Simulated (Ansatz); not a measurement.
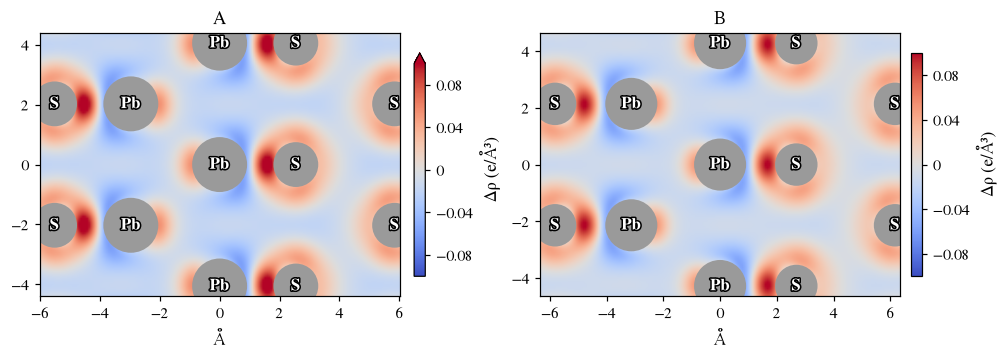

PbS: deformation density on the (100) plane of the conventional cell at two volumes, with the same fractional coordinates and one colour scale. Grey discs cover the cores.

Space group Cmcm. The cell comes from a database of computed structures, not from a measurement.

Theory: Ansatz 0.2.0, DFT r2SCAN, scalar-relativistic, plane waves, PAW.

**Which panel is the larger cell, by how much, and what changes?**

B is the larger cell: A has 85 % of the volume of B.
- From B to A, Pb–S goes from 2.69 to 2.55 Å, and Δρ at its midpoint from +0.06 to +0.07 e/Å³.
- The pressure is 0 GPa in B and 13 GPa in A.
- Bader charges in B: Pb +1.03 and S −1.03 e; in A: Pb +1.00 and S −1.00 e.
- The rearranged charge is 0.24 e an atom in B and 0.23 e in A.
- The scaled cell isn't relaxed: forces reach 1.2 eV/Å.

Run times: 110 s (base cell) and 100 s (scaled cell), on 1 thread of Arm Neoverse N1 (shared host).
